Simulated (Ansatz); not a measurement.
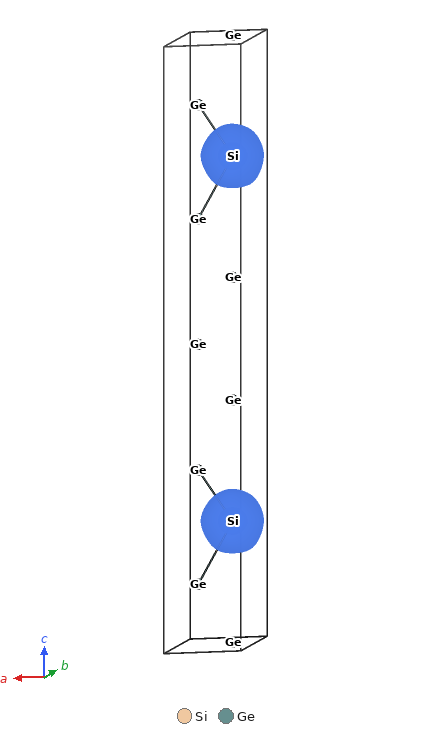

Figure. SiGe₄. Isosurface of the ELF at 0.55 (blue), seen at an oblique angle. Only the valence region is drawn (cores and ρ < 0.01 e/Å³ removed). Sticks mark near contacts.

Space group P-6m2; a structure generated by program, which may or may not match a known phase.

All numbers below come from Ansatz, DFT PBE, scalar-relativistic, plane waves, PAW.

Core electrons are frozen (PAW), and the valence fields are smoothed inside the atomic spheres.

Where are the electrons localised?

Answer. The ELF exceeds this value in two regions wrapped around Si (the valence shell of each) and two small core shells on Si, counted in one cell of 10 atoms. Any copies at cell faces, edges or corners count once.

Values along the shortest contacts:
Si–Ge (2.81 Å): the ELF peaks at about 0.75 in the valence shell of Si, 0.9 Å from its nucleus, and is about 0.50 at the midpoint.

Does the calculation make it a metal, or give it a gap?

Answer. It is gapless in this calculation (a metal or semimetal).
